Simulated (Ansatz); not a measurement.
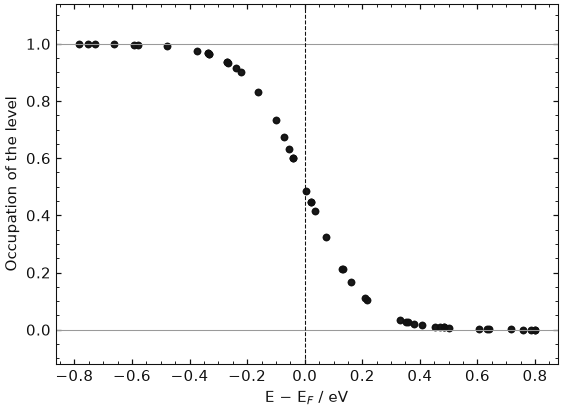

Occupations of the one-electron levels of the k mesh against their energy, from a run on NiH3, space group P6_3/mmc (No. 194), 8 atoms in the cell, with Ansatz.

### Which smearing scheme was used (Fermi-Dirac, Gaussian, Methfessel-Paxton or cold), and about what width?

Fermi-Dirac smearing with a width of 0.1 eV. The occupations stay between 0 and 1 and have long exponential tails; the slope at the Fermi level is 1/(4 × width).
